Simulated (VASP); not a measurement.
## IrO2: geometry relaxation (part 3 of 3)

The same run, continued: IrO2 (P4₂/mnm, 6 atoms in the cell); Kohn-Sham DFT of a periodic cell, LDA, VASP PAW LDA potentials, recommended, no spin polarisation (VASP 6.6.1); cutoff 600 eV, 8×8×12 k-mesh, Gaussian smearing of 0.1 eV. The structure derives from an entry of the Crystallography Open Database.

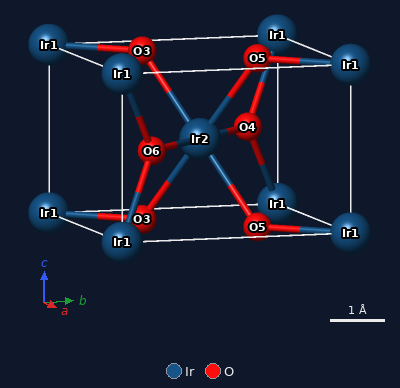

Figure 1. The geometry at step 5 of the log (ball-and-stick view of the cell of the calculation, seen slightly off an axis; atoms are numbered from 1 in the order of the input).

### Parts of OUTCAR, continued
```
 -----------------------------------------------------------------------------------
      4.44973     -0.00000      0.00000        -0.000000     -0.000000      0.000000
      2.22487      2.22487      1.57390         0.000000     -0.000000      0.000000
      1.37509      1.37509      3.14781         0.000771      0.000771      0.000000
      0.84978      3.59995      1.57390        -0.000771      0.000771      0.000000
      3.07465      3.07465      0.00000        -0.000771     -0.000771     -0.000000
      3.59995      0.84978      1.57390         0.000771     -0.000771     -0.000000
 -----------------------------------------------------------------------------------
    total drift:                                0.000000     -0.000000     -0.000000

  FREE ENERGIE OF THE ION-ELECTRON SYSTEM (eV)
  ---------------------------------------------------
  free  energy   TOTEN  =       -48.8286503012 eV

  energy  without entropy=      -48.8168106521  energy(sigma->0) =      -48.82273048

--------------------------------------- Ionic step       11  -------------------------------------------

 number of electron      41.9999992 magnetization

 Free energy of the ion-electron system (eV)
  ---------------------------------------------------
  ext. energy  EPLUGINS =         0.00000000
  ---------------------------------------------------
  free energy    TOTEN  =       -48.82865333 eV

  energy without entropy =      -48.81680961  energy(sigma->0) =      -48.82273147

 E-fermi :   6.3957     XC(G=0): -12.6427     alpha+bet :-12.0362

 val. band max:        6.3871411379   @ k =   0.3750   0.3750   0.1667
 cond. band min:       6.4109126341   @ k =   0.2500   0.0000   0.3333
 fundamental gap:      0.0237714962
 Fermi energy:         6.3956535587

 k-point     1 :       0.0000    0.0000    0.0000
  band No.  band energies     occupation
      1     -14.9021      2.00000
      2     -13.6065      2.00000
      3     -12.3715      2.00000
      4     -12.3715      2.00000
      5      -3.8277      2.00000
      6      -3.6248      2.00000
      7      -1.9667      2.00000
      8      -1.9667      2.00000
      9      -1.8803      2.00000
     10       0.9716      2.00000
     11       1.3002      2.00000
     12       1.3002      2.00000
     13       2.6323      2.00000
     14       3.3525      2.00000
     15       3.3525      2.00000
     16       3.6881      2.00000
     17       3.8323      2.00000
     18       3.8323      2.00000
     19       3.9418      2.00000
     20       3.9979      2.00000
     21       4.1346      2.00000
     22       7.2337      0.00000
     23       7.7089      0.00000
     24      10.6446      0.00000
     25      10.7059      0.00000

 k-point     2 :       0.1250    0.0000    0.0000
  band No.  band energies     occupation
      1     -14.8358      2.00000
      2     -13.5964      2.00000
      3     -12.4666      2.00000
      4     -12.4161      2.00000
      5      -3.6568      2.00000
      6      -3.4945      2.00000
      7      -1.9535      2.00000
      8      -1.9455      2.00000
      9      -1.7668      2.00000
     10       0.9080      2.00000
     11       1.0194      2.00000
     12       1.0994      2.00000
     13       2.3080      2.00000
     14       2.8202      2.00000
     15       3.1128      2.00000
     16       3.9028      2.00000
     17       3.9176      2.00000
     18       3.9879      2.00000
     19       4.1485      2.00000
     20       4.2964      2.00000
     21       4.3704      2.00000
     22       7.4840      0.00000
     23       7.5994      0.00000
     24      10.5423      0.00000
     25      10.5695      0.00000

 k-point     3 :       0.2500    0.0000    0.0000
  band No.  band energies     occupation
      1     -14.6437      2.00000
      2     -13.5942      2.00000
      3     -12.6890      2.00000
      4     -12.5353      2.00000
      5      -3.2016      2.00000
      6      -3.1315      2.00000
      7      -1.9176      2.00000
      8      -1.8952      2.00000
      9      -1.4260      2.00000
     10       0.4124      2.00000
     11       0.5357      2.00000
     12       0.7947      2.00000
     13       1.7584      2.00000
     14       1.9061      2.00000
     15       2.8991      2.00000
     16       3.7000      2.00000
     17       4.2496      2.00000
     18       4.3649      2.00000
     19       4.6464      2.00000
     20       4.6513      2.00000
     21       4.8518      2.00000
     22       7.1843      0.00000
     23       8.2447      0.00000
     24      10.2973      0.00000
     25      10.3726      0.00000

 k-point     4 :       0.3750    0.0000    0.0000
  band No.  band energies     occupation
      1     -14.3491      2.00000
      2     -13.7073      2.00000
      3     -12.8553      2.00000
      4     -12.6914      2.00000
      5      -2.6383      2.00000
      6      -2.6337      2.00000
      7      -1.8723      2.00000
      8      -1.8500      2.00000
      9      -0.8607      2.00000
     10      -0.2238      2.00000
     11      -0.1563      2.00000
     12       0.7689      2.00000
     13       0.8971      2.00000
     14       1.2652      2.00000
     15       2.9156      2.00000
     16       3.3975      2.00000
     17       4.5399      2.00000
     18       4.7708      2.00000
     19       4.7797      2.00000
     20       4.9969      2.00000
     21       5.4658      2.00000
     22       6.6645      0.00014
     23       9.1744      0.00000
     24      10.0645      0.00000
     25      10.1396      0.00000

 k-point     5 :       0.5000    0.0000    0.0000
  band No.  band energies     occupation
      1     -14.0015      2.00000
      2     -14.0015      2.00000
      3     -12.8284      2.00000
      4     -12.8284      2.00000
      5      -2.3297      2.00000
      6      -2.3297      2.00000
      7      -1.8419      2.00000
      8      -1.8419      2.00000
      9      -0.5548      2.00000
     10      -0.5548      2.00000
     11      -0.0524      2.00000
     12      -0.0524      2.00000
     13       0.9207      2.00000
     14       0.9207      2.00000
     15       3.1060      2.00000
     16       3.1060      2.00000
     17       4.7286      2.00000
     18       4.7286      2.00000
     19       5.0389      2.00000
     20       5.0389      2.00000
     21       6.0780      1.99999
     22       6.0780      1.99999
     23      10.0013      0.00000
     24      10.0013      0.00000
     25      10.1285      0.00000

 [... the levels of 18 k-points are left out ...]

 k-point    24 :       0.5000    0.1250    0.0833
  band No.  band energies     occupation
      1     -13.9679      2.00000
      2     -13.9679      2.00000
      3     -12.8182      2.00000
      4     -12.8182      2.00000
      5      -2.5703      2.00000
      6      -2.5703      2.00000
      7      -1.8801      2.00000
      8      -1.8801      2.00000
      9      -0.2663      2.00000
     10      -0.2663      2.00000
     11       0.2104      2.00000
     12       0.2104      2.00000
     13       0.8269      2.00000
     14       0.8269      2.00000
     15       2.9773      2.00000
     16       2.9773      2.00000
     17       4.5514      2.00000
     18       4.5514      2.00000
     19       5.1170      2.00000
     20       5.1170      2.00000
     21       6.1414      1.99968
     22       6.1414      1.99968
     23       9.7098      0.00000
     24       9.7098      0.00000
     25      10.1211      0.00000

 [... further k-points ...]

------------------------ aborting loop because EDIFF is reached ----------------------------------------

  FORCE on cell =-STRESS in cart. coord.  units (eV):
  Direction    XX          YY          ZZ          XY          YZ          ZX
  --------------------------------------------------------------------------------------
  -------------------------------------------------------------------------------------
  Total        0.0019198      0.0019198      0.0002107      0.0000000      0.0000000      0.0000000
  in kB        0.0493425      0.0493425      0.0054150      0.0000000      0.0000000      0.0000000
  external PRESSURE =       0.0347000 kB  Pullay stress =       0.0000000 kB

 VOLUME and BASIS-vectors are now :
 -----------------------------------------------------------------------------
  energy-cutoff  :      600.00
  volume of cell :       62.34
      direct lattice vectors                 reciprocal lattice vectors
     4.449793824 -0.000000000  0.000000000     0.224729513  0.000000000  0.000000000
    -0.000000000  4.449793824  0.000000000     0.000000000  0.224729513  0.000000000
     0.000000000  0.000000000  3.148230719     0.000000000  0.000000000  0.317638728

 POSITION                                       TOTAL-FORCE (eV/Angst)
 -----------------------------------------------------------------------------------
     -0.00000      0.00000      0.00000         0.000000     -0.000000     -0.000000
      2.22490      2.22490      1.57412         0.000000     -0.000000     -0.000000
      1.37517      1.37517      0.00000        -0.000282     -0.000282      0.000000
      0.84972      3.60007      1.57412         0.000282     -0.000282     -0.000000
      3.07462      3.07462      0.00000         0.000282      0.000282     -0.000000
      3.60007      0.84972      1.57412        -0.000282      0.000282     -0.000000
 -----------------------------------------------------------------------------------
    total drift:                                0.000000      0.000000      0.000000

  FREE ENERGIE OF THE ION-ELECTRON SYSTEM (eV)
  ---------------------------------------------------
  free  energy   TOTEN  =       -48.8286533252 eV

  energy  without entropy=      -48.8168096139  energy(sigma->0) =      -48.82273147

 reached required accuracy - stopping structural energy minimisation
```

### CONTCAR
```
IrO2
   1.00000000000000
     4.4497938243198902   -0.0000000000000000    0.0000000000000000
    -0.0000000000000000    4.4497938243198902    0.0000000000000000
     0.0000000000000000    0.0000000000000000    3.1482307186806193
  Ir              O
     2     4
Direct
     0.0000000000000000    0.0000000000000000    0.0000000000000000
     0.5000000000000000    0.5000000000000000    0.5000000000000000
     0.3090419104241048    0.3090419104241048    0.0000000000000000
     0.1909580895758952    0.8090419104241048    0.5000000000000000
     0.6909580895758952    0.6909580895758952    0.0000000000000000
     0.8090419104241048    0.1909580895758952    0.5000000000000000

  0.00000000E+00  0.00000000E+00  0.00000000E+00
  0.00000000E+00  0.00000000E+00  0.00000000E+00
  0.00000000E+00  0.00000000E+00  0.00000000E+00
  0.00000000E+00  0.00000000E+00  0.00000000E+00
  0.00000000E+00  0.00000000E+00  0.00000000E+00
  0.00000000E+00  0.00000000E+00  0.00000000E+00
```

### Trajectory as extended XYZ (Å, eV, eV/Å), 11 frames, from step=0 to step=10
```
6
Lattice="4.4329 0.0000 0.0000 0.0000 4.4329 0.0000 0.0000 0.0000 3.1378" Properties=species:S:1:pos:R:3:forces:R:3 step=0 energy=-48.82101
Ir    0.0000    0.0000    0.0000    0.0000   0.0000   0.0000
Ir    2.2164    2.2164    1.5689    0.0000   0.0000   0.0000
O     1.3702    1.3702    0.0000   -0.0157  -0.0157   0.0000
O     0.8462    3.5866    1.5689    0.0157  -0.0157   0.0000
O     3.0626    3.0626    0.0000    0.0157   0.0157   0.0000
O     3.5866    0.8462    1.5689   -0.0157   0.0157   0.0000
6
Lattice="4.4781 0.0000 0.0000 0.0000 4.4781 0.0000 0.0000 0.0000 3.1803" Properties=species:S:1:pos:R:3:forces:R:3 step=1 energy=-48.79254
Ir    0.0000    0.0000    0.0000    0.0000   0.0000   0.0000
Ir    2.2391    2.2391    1.5901    0.0000   0.0000   0.0000
O     1.3834    1.3834    3.1803    0.0804   0.0804   0.0000
O     0.8556    3.6225    1.5901   -0.0804   0.0804   0.0000
O     3.0947    3.0947    0.0000   -0.0804  -0.0804   0.0000
O     3.6225    0.8556    1.5901    0.0804  -0.0804   0.0000
6
Lattice="4.4470 0.0000 0.0000 0.0000 4.4470 0.0000 0.0000 0.0000 3.1510" Properties=species:S:1:pos:R:3:forces:R:3 step=2 energy=-48.82851
Ir    0.0000    0.0000    0.0000    0.0000   0.0000   0.0000
Ir    2.2235    2.2235    1.5755    0.0000   0.0000   0.0000
O     1.3743    1.3743    0.0000    0.0174   0.0174   0.0000
O     0.8492    3.5978    1.5755   -0.0174   0.0174   0.0000
O     3.0726    3.0726    0.0000   -0.0174  -0.0174   0.0000
O     3.5978    0.8492    1.5755    0.0174  -0.0174   0.0000
6
Lattice="4.4467 0.0000 0.0000 0.0000 4.4467 0.0000 0.0000 0.0000 3.1508" Properties=species:S:1:pos:R:3:forces:R:3 step=3 energy=-48.82851
Ir    0.0000    0.0000    0.0000    0.0000   0.0000   0.0000
Ir    2.2233    2.2233    1.5754    0.0000   0.0000   0.0000
O     1.3742    1.3742    0.0000    0.0168   0.0168   0.0000
O     0.8491    3.5976    1.5754   -0.0168   0.0168   0.0000
O     3.0724    3.0724    0.0000   -0.0168  -0.0168   0.0000
O     3.5976    0.8491    1.5754    0.0168  -0.0168   0.0000
6
Lattice="4.4506 0.0000 0.0000 0.0000 4.4506 0.0000 0.0000 0.0000 3.1476" Properties=species:S:1:pos:R:3:forces:R:3 step=4 energy=-48.82854
Ir    0.0000    0.0000    0.0000    0.0000   0.0000   0.0000
Ir    2.2253    2.2253    1.5738    0.0000   0.0000   0.0000
O     1.3762    1.3762    3.1476   -0.0307  -0.0307   0.0000
O     0.8491    3.6015    1.5738    0.0307  -0.0307   0.0000
O     3.0744    3.0744    0.0000    0.0307   0.0307   0.0000
O     3.6015    0.8491    1.5738   -0.0307   0.0307   0.0000
6
Lattice="4.4488 0.0000 0.0000 0.0000 4.4488 0.0000 0.0000 0.0000 3.1491" Properties=species:S:1:pos:R:3:forces:R:3 step=5 energy=-48.82863
Ir    0.0000    0.0000    0.0000    0.0000   0.0000   0.0000
Ir    2.2244    2.2244    1.5745    0.0000   0.0000   0.0000
O     1.3753    1.3753    0.0000   -0.0088  -0.0088   0.0000
O     0.8491    3.5997    1.5745    0.0088  -0.0088   0.0000
O     3.0735    3.0735    0.0000    0.0088   0.0088   0.0000
O     3.5997    0.8491    1.5745   -0.0088   0.0088   0.0000
6
Lattice="4.4497 0.0000 0.0000 -0.0000 4.4497 0.0000 0.0000 0.0000 3.1487" Properties=species:S:1:pos:R:3:forces:R:3 step=6 energy=-48.82865
Ir    0.0000    0.0000    0.0000    0.0000   0.0000   0.0000
Ir    2.2248    2.2248    1.5744    0.0000   0.0000   0.0000
O     1.3753    1.3753    3.1487   -0.0021  -0.0021   0.0000
O     0.8496    3.6001    1.5744    0.0021  -0.0021   0.0000
O     3.0744    3.0744    0.0000    0.0021   0.0021   0.0000
O     3.6001    0.8496    1.5744   -0.0021   0.0021   0.0000
6
Lattice="4.4499 0.0000 0.0000 -0.0000 4.4499 0.0000 0.0000 0.0000 3.1486" Properties=species:S:1:pos:R:3:forces:R:3 step=7 energy=-48.82865
Ir    0.0000    0.0000    0.0000    0.0000   0.0000   0.0000
Ir    2.2250    2.2250    1.5743    0.0000   0.0000   0.0000
O     1.3753    1.3753    0.0000    0.0003   0.0003   0.0000
O     0.8497    3.6002    1.5743   -0.0003   0.0003   0.0000
O     3.0747    3.0747    0.0000   -0.0003  -0.0003   0.0000
O     3.6002    0.8497    1.5743    0.0003  -0.0003   0.0000
6
Lattice="4.4498 0.0000 0.0000 -0.0000 4.4498 0.0000 0.0000 0.0000 3.1486" Properties=species:S:1:pos:R:3:forces:R:3 step=8 energy=-48.82865
Ir    0.0000    0.0000    0.0000    0.0000   0.0000   0.0000
Ir    2.2249    2.2249    1.5743    0.0000   0.0000   0.0000
O     1.3753    1.3753    0.0000   -0.0010  -0.0010   0.0000
O     0.8497    3.6002    1.5743    0.0010  -0.0010   0.0000
O     3.0746    3.0746    0.0000    0.0010   0.0010   0.0000
O     3.6002    0.8497    1.5743   -0.0010   0.0010   0.0000
6
Lattice="4.4497 -0.0000 0.0000 -0.0000 4.4497 0.0000 0.0000 0.0000 3.1478" Properties=species:S:1:pos:R:3:forces:R:3 step=9 energy=-48.82865
Ir    4.4497    0.0000    0.0000    0.0000   0.0000   0.0000
Ir    2.2249    2.2249    1.5739    0.0000   0.0000   0.0000
O     1.3751    1.3751    3.1478    0.0008   0.0008   0.0000
O     0.8498    3.6000    1.5739   -0.0008   0.0008   0.0000
O     3.0746    3.0746    0.0000   -0.0008  -0.0008   0.0000
O     3.6000    0.8498    1.5739    0.0008  -0.0008   0.0000
6
Lattice="4.4498 -0.0000 0.0000 -0.0000 4.4498 0.0000 0.0000 0.0000 3.1482" Properties=species:S:1:pos:R:3:forces:R:3 step=10 energy=-48.82865
Ir    0.0000    0.0000    0.0000    0.0000   0.0000   0.0000
Ir    2.2249    2.2249    1.5741    0.0000   0.0000   0.0000
O     1.3752    1.3752    0.0000   -0.0003  -0.0003   0.0000
O     0.8497    3.6001    1.5741    0.0003  -0.0003   0.0000
O     3.0746    3.0746    0.0000    0.0003   0.0003   0.0000
O     3.6001    0.8497    1.5741   -0.0003   0.0003   0.0000
```

The run was set up as follows.

### INCAR
```
  PREC = Accurate
  ENCUT = 600
  EDIFF = 1E-7
  ISMEAR = 0
  SIGMA = 0.1
  LREAL = False
  LASPH = True
  NELM = 100
  ALGO = Fast
  ISIF = 3
  LWAVE = False
  LCHARG = False
  IBRION = 2
  NSW = 100
  EDIFFG = -0.002
```

### KPOINTS
```
regular mesh
0
Gamma
  8 8 12
```

### POSCAR
```
IrO2
1.0
    4.4328503462      0.0000000000      0.0000000000
    0.0000000000      4.4328503462      0.0000000000
    0.0000000000      0.0000000000      3.1378158739
Ir O
2 4
Direct
    0.0000000000      0.0000000000      0.0000000000
    0.5000000000      0.5000000000      0.5000000000
    0.3091032525      0.3091032525      0.0000000000
    0.1908967475      0.8091032525      0.5000000000
    0.6908967475      0.6908967475      0.0000000000
    0.8091032525      0.1908967475      0.5000000000
```

Run as:
```bash
cat potpaw_LDA.64/Ir/POTCAR potpaw_LDA.64/O/POTCAR > POTCAR
mpirun -np 1 vasp_std > vasp.out
```

### Summary

| quantity | value |
| --- | --- |
| outcome | converged |
| space group (tolerance 0.01 Å) | P4₂/mnm (136) |
| electrons treated | 42 |
| free energy | −48.8287 eV |
| gap on the k-point mesh | none (metallic) |
| pressure | 0.00 GPa |
| final volume | 62.34 Å³ |
| largest force (length of the vector) at the end | under 0.001 eV/Å |
| final cell | a = 4.450 Å, b = 4.450 Å, c = 3.148 Å, α = 90.00°, β = 90.00°, γ = 90.00° |
| hardware | 1 thread of Intel Xeon (Granite Rapids), 64 GiB of memory available, shared host |
| wall time | 6.8 min |
| peak memory | 0.3 GiB |

### Remarks

Points of doubt noted for this run: lda forms differ. Spin–orbit coupling is left out, which matters for Ir.
